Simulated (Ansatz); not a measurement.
**Run report: GaAs, geometry relaxation (part 2 of 2)**

The same run, continued: GaAs (F-43m, 2 atoms in the cell); DFT, PBEsol, plane waves, PAW, no spin polarisation (Ansatz 0.2.0); cutoff 420 eV, 1×1×1 k-mesh, Gaussian smearing of 0.02 eV. The structure derives from an entry of the Crystallography Open Database. Some settings of this run were made unusual or wrong on purpose.

Geometry of the input (Å; fractional positions):
```
0.0000  2.8268  2.8268
2.8268  0.0000  2.8268
2.8268  2.8268  0.0000
Ga 0.0000  0.0000  0.0000
As 0.7500  0.7500  0.7500
```

## Output, continued
```
SCF iter   1: F=—  HF=-8550.057910 eV  |F-HF|=—  |Δ(HF+E_count)|=         —  Δρ=5.20e-4  dr2=4.82e-5  ethr=3.81e-7  ⟨swp⟩=2.0  Hψ=116  notcnv=0
preconditioner: auto → LDOS  [insulator: Δε(μ)=2.040 eV  Ē_g=11.192 eV  σ=0.020 eV  W_gap=0.67  n_scr=14 (ndim 8)  ℏωp=12.8 eV  f_vac=0.447  D(μ)=154.26/eV (n_scr^D=6374)  ε∞_Penn≈2.3  β→1.0]
SCF iter   2: F=—  HF=-8550.070887 eV  |F-HF|=—  |Δ(HF+E_count)|=   1.30e-2  Δρ=6.99e-5  dr2=1.59e-5  ethr=1.72e-7  ⟨swp⟩=4.0  Hψ=47  notcnv=0
SCF iter   3: F=—  HF=-8550.070701 eV  |F-HF|=—  |Δ(HF+E_count)|=   1.85e-4  Δρ=6.04e-5  dr2=3.36e-6  ethr=5.70e-8  ⟨swp⟩=2.0  Hψ=28  notcnv=0
SCF iter   4: F=—  HF=-8550.070731 eV  |F-HF|=—  |Δ(HF+E_count)|=   3.00e-5  Δρ=3.41e-5  dr2=1.73e-6  ethr=1.20e-8  ⟨swp⟩=2.0  Hψ=25  notcnv=0
SCF iter   5: F=—  HF=-8550.070871 eV  |F-HF|=—  |Δ(HF+E_count)|=   1.40e-4  Δρ=6.82e-6  dr2=1.33e-7  ethr=6.20e-9  ⟨swp⟩=2.0  Hψ=28  notcnv=0
SCF iter   6: F=—  HF=-8550.070875 eV  |F-HF|=—  |Δ(HF+E_count)|=   3.91e-6  Δρ=3.46e-6  dr2=5.13e-8  ethr=4.75e-10  ⟨swp⟩=2.0  Hψ=33  notcnv=0
SCF iter   7: F=—  HF=-8550.070876 eV  |F-HF|=—  |Δ(HF+E_count)|=   2.53e-7  Δρ=1.94e-6  dr2=1.88e-8  ethr=1.83e-10  ⟨swp⟩=2.0  Hψ=33  notcnv=0
SCF iter   8: F=—  HF=-8550.070876 eV  |F-HF|=—  |Δ(HF+E_count)|=   2.38e-8  Δρ=1.36e-6  dr2=1.03e-8  ethr=6.70e-11  ⟨swp⟩=2.0  Hψ=19  notcnv=0
SCF iter   9: F=—  HF=-8550.070876 eV  |F-HF|=—  |Δ(HF+E_count)|=   5.17e-9  Δρ=1.48e-6  dr2=1.12e-8  ethr=3.68e-11  ⟨swp⟩=1.0  Hψ=18  notcnv=0
SCF iter  10: F=—  HF=-8550.070876 eV  |F-HF|=—  |Δ(HF+E_count)|=   1.37e-8  Δρ=1.21e-6  dr2=6.90e-9  ethr=3.68e-11  ⟨swp⟩=2.0  Hψ=19  notcnv=0
SCF iter  11: F=—  HF=-8550.070876 eV  |F-HF|=—  |Δ(HF+E_count)|=   6.89e-8  Δρ=1.02e-6  dr2=2.38e-9  ethr=2.46e-11  ⟨swp⟩=2.0  Hψ=23  notcnv=0
SCF iter  12: F=—  HF=-8550.070876 eV  |F-HF|=—  |Δ(HF+E_count)|=   7.94e-8  Δρ=3.51e-7  dr2=1.60e-10  ethr=8.49e-12  ⟨swp⟩=2.0  Hψ=23  notcnv=0
SCF iter  13: F=—  HF=-8550.070876 eV  |F-HF|=—  |Δ(HF+E_count)|=   2.34e-8  Δρ=1.39e-7  dr2=1.79e-11  ethr=1.00e-12  ⟨swp⟩=4.0  Hψ=84  notcnv=0
SCF iter  14: F=-8550.070876 eV  HF=-8550.070876 eV  |F-HF|=9.46e-11  |Δ(HF+E_count)|=  3.73e-10  Δρ=3.15e-8  dr2=1.34e-12  ethr=1.00e-12  ⟨swp⟩=5.0  Hψ=72  notcnv=0
smearing: bands 12 to 14 share 4.000 electrons (bands counted from 0; each is filled to between 0.6667 and 0.6667 of a full level; at each k-point the levels lie within 9.2e-14 eV, against a smearing width of 0.0200 eV). These levels lie on atom 1 (counted from 0 in the run's list of atoms), on whose pseudo-atomic orbitals the least share of any combination of these levels is 0.910. The entropy term TS of this state is 0.0309 eV
SCF 19 converged in 14 iterations: F = -8550.070876 eV  dr2 = 1.34e-12
relax step  19: F+E_penalty+E_count = -8550.07087565 eV  Δ(F+E_penalty+E_count) = -7.793e-4 eV  max|allowed force component| = 2.390e-27 eV/Å  Δτ_max = 0.0000 Å  P = +0.008 GPa  Ω = 152.593 Å³  stress off target by 7.79e-3 GPa  SCF on the basis re-selected at this cell (its energy is not comparable with the rows above)  (14 SCF iters)
```

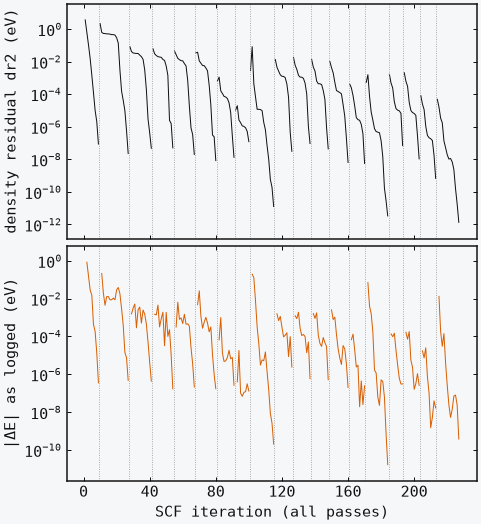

Convergence of the self-consistent field: density residual dr2 and size of the energy change against the SCF iteration. The dotted lines part the SCF passes of the relaxation: geometry steps, rejected trials and re-solves on a re-selected basis. The 19 passes take 9 to 18 iterations each, 227 in all.

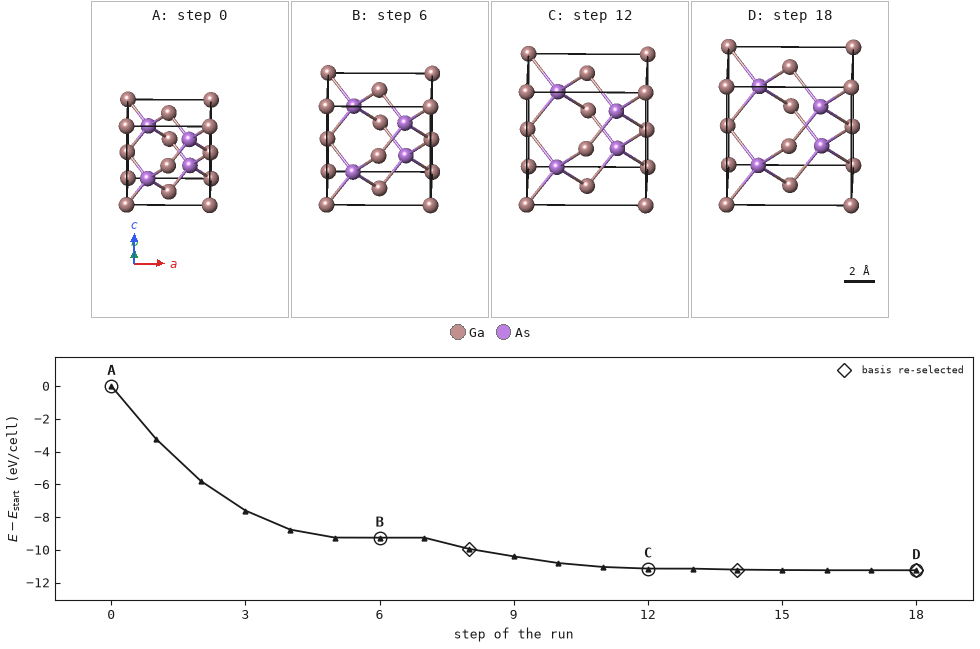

Frames of the relaxation (ball-and-stick view of the cell 4 times as large as that of the calculation, set on its symmetry axes, seen at an oblique angle) above the curves, on which the letters mark them (the first geometry is step 0 here and step 1 in the log).

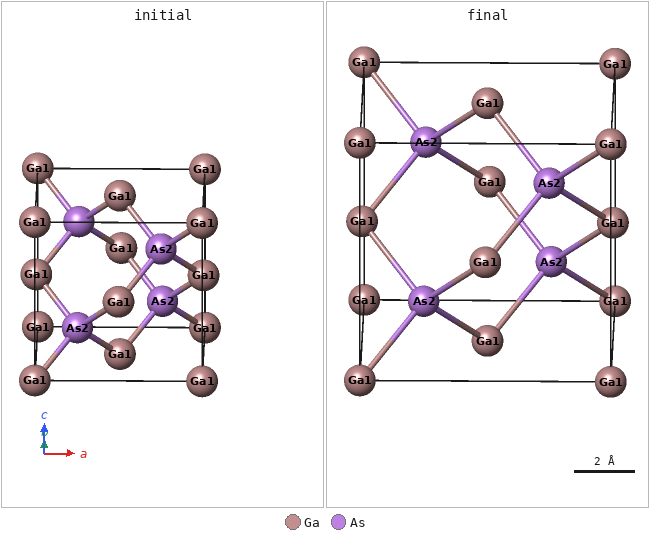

Before (left) and after (right) the relaxation, at one scale (ball-and-stick view of the cell 4 times as large as that of the calculation, set on its symmetry axes, seen at an oblique angle). Over 15 geometry steps the energy falls by 11.246 eV per cell of the calculation. All forces vanish by symmetry, so only the cell relaxes. The pressure goes from 44.74 to 0.01 GPa. The basis was re-selected twice at an unchanged geometry, which shifts the energy a little without any move. The atoms keep their places relative to the cell (all moves are under 0.005 Å). Cell: a = b = c 5.654 → 8.483 Å (+50.0 %). Volume +237.8 %. Distances before and after: Ga1–As2 2.448 → 3.673 Å. Bonds break: Ga1–As2 (2.45 → 3.67 Å). The space group stays F-43m (No. 216). The energy change given includes the shifts at the re-selections in mid-walk, which come without any move. A last SCF at the same geometry on a re-selected plane-wave basis shifts the energy by −0.8 meV per cell of the calculation. (Atoms are counted from 1 in the order of the input.)

```
basis re-selected at this cell: Δ(F+E_penalty+E_count) = -7.793e-4 eV, ΔP = -0.001 GPa vs the last step (what re-selecting the basis moved, of the pressure what is left beyond the Pulay correction that the steps carried, after the strain that the cell walked since its last selection, with what the two solves' SCF thresholds leave and, on support functions, any second-order correction that the steps lacked; it is no measure of the basis error at this ecutwfc). The dense FFT grid was sized anew with the basis: this SCF ran on 45×45×45 points, the steps before it on 40×40×40, so part of this shift can come from that change (see relax.cell in the input reference). This SCF's stress stands 7.79e-3 GPa from its target on what of the cell is left free (relax.cell.stress_tol is 5.00e-2 GPa) and its largest allowed force component is 2.39e-27 eV/Å (relax.f_tol is 5.00e-3 eV/Å): within both
SCF converged after 14 iterations
Free energy (F): -8550.070876 eV
Harris-Foulkes:  -8550.070876 eV  (|F-HF|=9.46e-11)
Internal energy: -8550.040023 eV  (E = F + TS)
E sigma→0 (E₀):  -8550.055449 eV
Entropy (-TS):   -0.030852 eV (-15.426 meV/atom)
Fermi energy:    -0.368920 eV
--- Per-component energies (eV) ---
  E_band       = -537.493339
  E_kinetic    = 213.486951
  E_local      = -5477.344874  (includes V_loc(G=0)·N_el)
  E_nonlocal   = -248.001658
  E_hartree    = 2635.585738
  E_xc         = -142.390515
  E_vxc        = -130.138603  (∫ρ·V_xc dr)
  E_paw        = -3734.500099  (= ΣΔE_a)
  E_vpaw       = -166.666552  (= ΣTr[D̂ρ^β])
  E_aug_tail   = -0.000096  (compensation charges beyond the density's cutoff)
  E_ewald      = -1798.704876
  E_core_change = 1.829407  (= ΣΔE_core)
  E_smearing   = -0.030852  (= −TS)
  E_closure    = -0.000000  (closes the sum)
  Σ components = -8550.070876   (vs F -8550.070876, Δ=0.00e0)
--- Forces (eV/Å), atoms counted from 1 ---
  atom   1  Ga     0.00000000    -0.00000000     0.00000000
  atom   2  As     0.00000000    -0.00000000    -0.00000000
  max |Σ_I F_I| component: 7.81e-27 eV/Å
--- Stress (GPa, compression-positive) ---
        0.007787       0.000000       0.000000
        0.000000       0.007787       0.000000
        0.000000       0.000000       0.007787
  P = ⅓ Tr σ = 0.0078 GPa (0.078 kbar)
--- Band table (eV) ---
  k-point 0: bands = ["-34.7715", "-34.7715", "-34.7709", "-34.7709", "-34.7709", "-15.9283", "-15.9283", "-15.9257", "-15.9257", "-15.9257", "-9.2594", "-5.2478", "-0.3750", "-0.3750", "-0.3750", "1.6727", "1.6727", "1.6727"]
--- Relaxed structure (16 steps of the walk, 16 accepted, 3 SCFs on fresh bases) ---
  F+E_penalty+E_count = -8550.07087565 eV   max|allowed force component| = 2.390e-27 eV/Å   (the final SCF, on the basis selected at the relaxed cell)
  cell:  # Å, volume = 152.5934 Å³
    - [1.171830649352469e-33, 4.241328715788399, 4.241328715788399]
    - [4.241328715788399, -2.0791381868276328e-34, 4.241328715788399]
    - [4.241328715788399, 4.241328715788399, 3.637203731967288e-33]
  atoms:
    - { symbol: Ga, position: [7.738169170924411e-34, -7.922225773875517e-34, -4.655690608646449e-34] }
    - { symbol: As, position: [0.7500000000000001, 0.7500000000000001, 0.7500000000000001] }
```

## Trajectory as extended XYZ (Å, eV, eV/Å), 19 frames, from step=1 to step=19
```
2
Lattice="0.0000 2.8268 2.8268 2.8268 0.0000 2.8268 2.8268 2.8268 0.0000" Properties=species:S:1:pos:R:3:forces:R:3 step=1 energy=-8538.82371 pressure_GPa=44.74
Ga    0.0000    0.0000    0.0000    0.0000   0.0000   0.0000
As    4.2403    4.2403    4.2403    0.0000   0.0000   0.0000
2
Lattice="0.0000 2.9647 2.9647 2.9647 0.0000 2.9647 2.9647 2.9647 0.0000" Properties=species:S:1:pos:R:3:forces:R:3 step=2 energy=-8542.05141 pressure_GPa=66.33
Ga    0.0000    0.0000    0.0000    0.0000   0.0000   0.0000
As    4.4470    4.4470    4.4470    0.0000   0.0000   0.0000
2
Lattice="0.0000 3.1025 3.1025 3.1025 0.0000 3.1025 3.1025 3.1025 0.0000" Properties=species:S:1:pos:R:3:forces:R:3 step=3 energy=-8544.61688 pressure_GPa=43.55
Ga    0.0000    0.0000    0.0000    0.0000   0.0000   0.0000
As    4.6537    4.6537    4.6537    0.0000   0.0000   0.0000
2
Lattice="0.0000 3.2403 3.2403 3.2403 0.0000 3.2403 3.2403 3.2403 0.0000" Properties=species:S:1:pos:R:3:forces:R:3 step=4 energy=-8546.42764 pressure_GPa=27.34
Ga    0.0000    0.0000    0.0000    0.0000   0.0000   0.0000
As    4.8604    4.8604    4.8604    0.0000   0.0000   0.0000
2
Lattice="0.0000 3.3781 3.3781 3.3781 0.0000 3.3781 3.3781 3.3781 0.0000" Properties=species:S:1:pos:R:3:forces:R:3 step=5 energy=-8547.58951 pressure_GPa=14.31
Ga    0.0000    0.0000    0.0000    0.0000   0.0000   0.0000
As    5.0671    5.0671    5.0671    0.0000   0.0000   0.0000
2
Lattice="0.0000 3.5159 3.5159 3.5159 0.0000 3.5159 3.5159 3.5159 0.0000" Properties=species:S:1:pos:R:3:forces:R:3 step=6 energy=-8548.07625 pressure_GPa=1.68
Ga    0.0000    0.0000    0.0000    0.0000   0.0000   0.0000
As    5.2738    5.2738    5.2738    0.0000   0.0000   0.0000
2
Lattice="0.0000 3.5360 3.5360 3.5360 0.0000 3.5360 3.5360 3.5360 0.0000" Properties=species:S:1:pos:R:3:forces:R:3 step=7 energy=-8548.08266 pressure_GPa=-0.25
Ga    0.0000    0.0000    0.0000    0.0000   0.0000   0.0000
As    5.3040    5.3040    5.3040    0.0000   0.0000   0.0000
2
Lattice="0.0000 3.5334 3.5334 3.5334 0.0000 3.5334 3.5334 3.5334 0.0000" Properties=species:S:1:pos:R:3:forces:R:3 step=8 energy=-8548.08285 pressure_GPa=0.00
Ga    0.0000    0.0000    0.0000    0.0000   0.0000   0.0000
As    5.3001    5.3001    5.3001    0.0000   0.0000   0.0000
2
Lattice="0.0000 3.5334 3.5334 3.5334 0.0000 3.5334 3.5334 3.5334 0.0000" Properties=species:S:1:pos:R:3:forces:R:3 step=9 energy=-8548.76612 pressure_GPa=10.88
Ga    0.0000    0.0000    0.0000    0.0000   0.0000   0.0000
As    5.3001    5.3001    5.3001    0.0000   0.0000   0.0000
2
Lattice="0.0000 3.6383 3.6383 3.6383 0.0000 3.6383 3.6383 3.6383 0.0000" Properties=species:S:1:pos:R:3:forces:R:3 step=10 energy=-8549.22374 pressure_GPa=7.47
Ga    0.0000    0.0000    0.0000    0.0000   0.0000   0.0000
As    5.4575    5.4575    5.4575    0.0000   0.0000   0.0000
2
Lattice="0.0000 3.7761 3.7761 3.7761 0.0000 3.7761 3.7761 3.7761 0.0000" Properties=species:S:1:pos:R:3:forces:R:3 step=11 energy=-8549.63203 pressure_GPa=4.33
Ga    0.0000    0.0000    0.0000    0.0000   0.0000   0.0000
As    5.6642    5.6642    5.6642    0.0000   0.0000   0.0000
2
Lattice="0.0000 3.9139 3.9139 3.9139 0.0000 3.9139 3.9139 3.9139 0.0000" Properties=species:S:1:pos:R:3:forces:R:3 step=12 energy=-8549.87178 pressure_GPa=2.14
Ga    0.0000    0.0000    0.0000    0.0000   0.0000   0.0000
As    5.8709    5.8709    5.8709    0.0000   0.0000   0.0000
2
Lattice="0.0000 4.0517 4.0517 4.0517 0.0000 4.0517 4.0517 4.0517 0.0000" Properties=species:S:1:pos:R:3:forces:R:3 step=13 energy=-8549.97075 pressure_GPa=0.37
Ga    0.0000    0.0000    0.0000    0.0000   0.0000   0.0000
As    6.0776    6.0776    6.0776    0.0000   0.0000   0.0000
2
Lattice="0.0000 4.0826 4.0826 4.0826 0.0000 4.0826 4.0826 4.0826 0.0000" Properties=species:S:1:pos:R:3:forces:R:3 step=14 energy=-8549.97364 pressure_GPa=-0.03
Ga    0.0000    0.0000    0.0000    0.0000   0.0000   0.0000
As    6.1240    6.1240    6.1240    0.0000   0.0000   0.0000
2
Lattice="0.0000 4.0826 4.0826 4.0826 0.0000 4.0826 4.0826 4.0826 0.0000" Properties=species:S:1:pos:R:3:forces:R:3 step=15 energy=-8550.03321 pressure_GPa=0.81
Ga    0.0000    0.0000    0.0000    0.0000   0.0000   0.0000
As    6.1240    6.1240    6.1240    0.0000   0.0000   0.0000
2
Lattice="0.0000 4.1476 4.1476 4.1476 0.0000 4.1476 4.1476 4.1476 0.0000" Properties=species:S:1:pos:R:3:forces:R:3 step=16 energy=-8550.05808 pressure_GPa=0.43
Ga    0.0000    0.0000    0.0000    0.0000   0.0000   0.0000
As    6.2214    6.2214    6.2214    0.0000   0.0000   0.0000
2
Lattice="0.0000 4.2250 4.2250 4.2250 0.0000 4.2250 4.2250 4.2250 0.0000" Properties=species:S:1:pos:R:3:forces:R:3 step=17 energy=-8550.06978 pressure_GPa=0.07
Ga    0.0000    0.0000    0.0000    0.0000   0.0000   0.0000
As    6.3375    6.3375    6.3375    0.0000   0.0000   0.0000
2
Lattice="0.0000 4.2413 4.2413 4.2413 0.0000 4.2413 4.2413 4.2413 0.0000" Properties=species:S:1:pos:R:3:forces:R:3 step=18 energy=-8550.07010 pressure_GPa=0.01
Ga    0.0000    0.0000    0.0000    0.0000   0.0000   0.0000
As    6.3620    6.3620    6.3620    0.0000   0.0000   0.0000
2
Lattice="0.0000 4.2413 4.2413 4.2413 0.0000 4.2413 4.2413 4.2413 0.0000" Properties=species:S:1:pos:R:3:forces:R:3 step=19 energy=-8550.07088 pressure_GPa=0.01
Ga    0.0000    0.0000    0.0000    0.0000   0.0000   0.0000
As    6.3620    6.3620    6.3620    0.0000   0.0000   0.0000
```

## Outcome

- outcome: converged
- space group (tolerance 0.01 Å): F-43m (216)
- electrons treated: 28
- free energy: −8550.0709 eV
- Fermi energy: −0.369 eV
- gap on the k-point mesh: none (metallic)
- pressure: 0.01 GPa
- final volume: 152.59 Å³
- largest force (length of the vector) at the end: under 0.001 eV/Å
- final cell: a = 5.998 Å, b = 5.998 Å, c = 5.998 Å, α = 60.00°, β = 60.00°, γ = 60.00°
- hardware: 1 thread of Intel Xeon @ 2.50GHz (Skylake/Cascade Lake), 192 GiB of memory available, shared host
- wall time: 27 s
- peak memory: 0.42 GiB

## Diagnosis

A setting was made wrong on purpose: one k-point for a small cell (`kpoints.mp_grid.grid`). One point cannot sample the zone of a small cell. The run converged all the same; its numbers are those of the faulty input and shouldn't be used.
